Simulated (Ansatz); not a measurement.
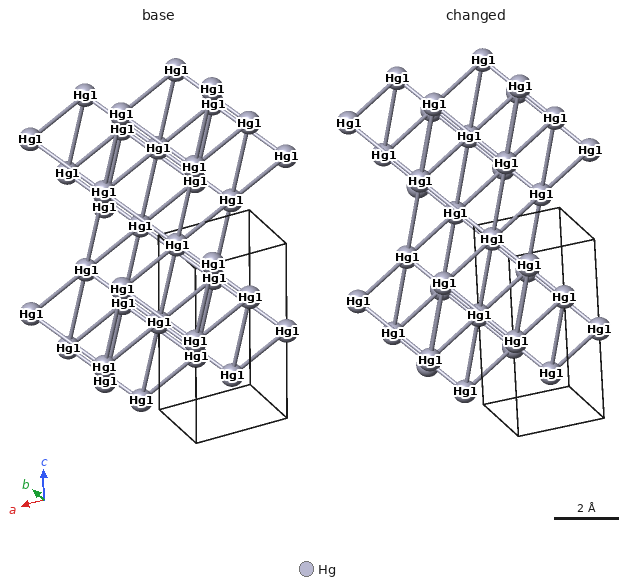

Left: a symmetric starting cell of Hg. Right: the same structure after one change, at the same scale. Style: ball-and-stick. Shown: the conventional cell (3 times the calculation's cell), repeated 2 × 2 × 2 with one cell outlined, from a free direction. Lengths and directions refer to the drawn axes.

Theory: Ansatz, DFT PBE, scalar-relativistic, plane waves, PAW. (plane-wave cutoff 420 eV; k-point mesh 14 × 14 × 14; occupations gaussian; smearing width 0.1 eV; no spin polarisation)

**Which change leads from the left to the right?**

The cell is strained by +5.1 % along [2 1 3], −5.2 % along b, −8.0 % roughly along [3 1 −1] (volume −8.4 %), the atoms keeping their fractional coordinates. No relaxation follows. The starting cell wasn't computed here and needn't be at equilibrium, so pressure and forces aren't due to the change alone.

**How do the computed properties respond?**

The pressure is 4.5 GPa (not all of it need come from the change, since the unchanged cell can be under pressure at this level too). The principal stresses (compression positive) are 6.4 GPa along [2 1 −2], 5.8 GPa along b, 1.4 GPa roughly along [3 1 1]. All forces vanish by symmetry. Near-neighbour distances before and after: Hg–Hg 3.029 → 2.892 Å, Hg–Hg 3.060 → 3.142 Å. The space group stays C2/m (No. 12).
